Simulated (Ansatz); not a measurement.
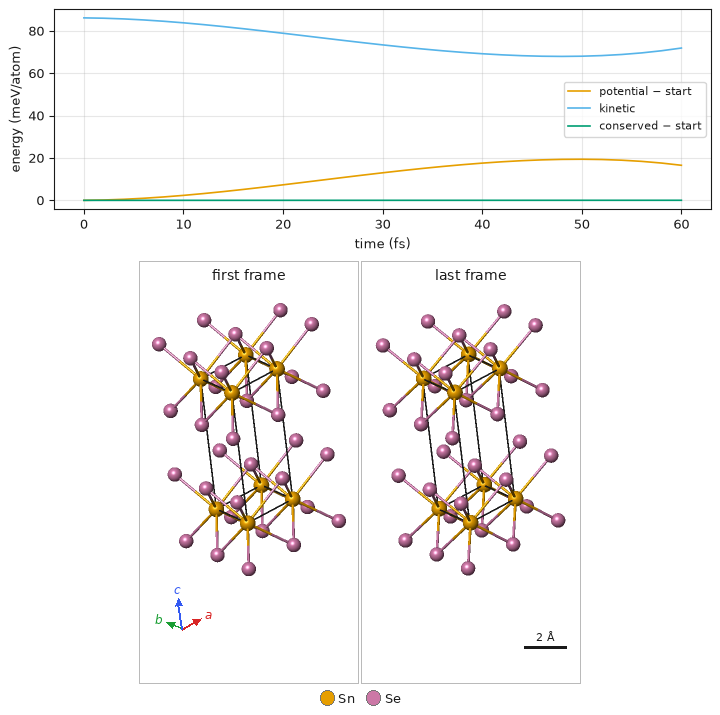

First-principles dynamics of a 3-atom cell of SnSe2 (built on the 3R (MoS2) bulk type), 60 fs long. Style: ball-and-stick. Shown: the reduced simulation cell, slightly off an axis. Bonds to atoms that aren't drawn are left out. Lengths and directions refer to the drawn axes.

Level of theory: Ansatz, DFT, r2SCAN, plane waves, PAW. Settings: plane-wave cutoff 500 eV; k-point mesh 4 × 4 × 4; Fermi-Dirac smearing 0.086 eV; Nosé-Hoover thermostat (NVT); set temperature 1000 K; time step 2 fs.

How well is the energy conserved, and can the run be trusted?

The conserved quantity stays between 0 and 0.032 meV per atom of its start. A straight-line fit has a slope that amounts to +0.031 meV per atom over 60 fs (under 0.1 % of the mean kinetic energy), and the ripple about it is under 0.1 % of the kinetic energy's fluctuation. With a drift under 2 % and a ripple under 7 %, the integration is accurate. Over the second half the temperature averages 811 K (spread ±19 K). The potential energy in the second half lies on average 17.4 meV per atom above the first frame.
